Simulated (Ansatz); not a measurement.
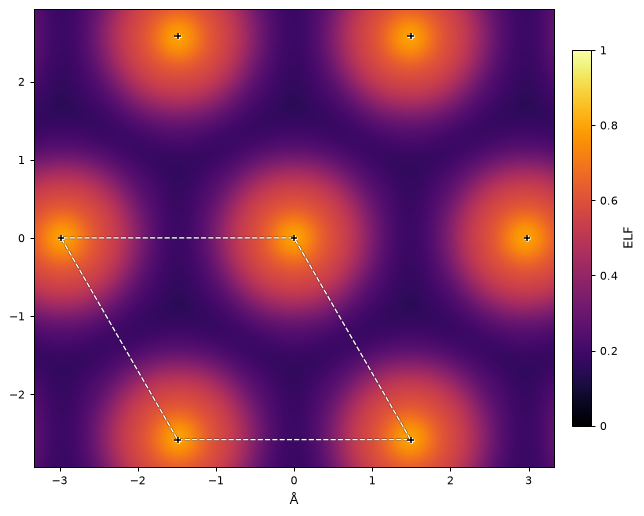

The ELF on a plane through atoms (crosses mark nuclei in the plane).

Method: DFT, BLYP, plane waves (420 eV) with PAW, scalar-relativistic (Ansatz 0.2.0).

Candidates:
A. Au, a = 2.98 Å, b = 2.98 Å, c = 5.07 Å, α = 90.00°, β = 90.00°, γ = 120.00°. Space group P6₃/mmc; set up as Au, hcp; a generated structure, not necessarily the stable one.
B. Co, a = 2.92 Å, b = 2.92 Å, c = 2.92 Å, α = 90.00°, β = 90.00°, γ = 90.00°. Space group Im-3m; set up as Co, bcc; a generated structure, not necessarily the stable one; changed on purpose from its base cell (volume × 1.12); computed pressure about −18 GPa in this cell; computed without spin polarisation.

Which candidate gave the map?

Candidate A: Au on the (001) plane of the conventional cell, which holds Au. Au–Au (2.98 Å): the ELF is about 0.20 at the midpoint (no shared electron pair shows on this line).
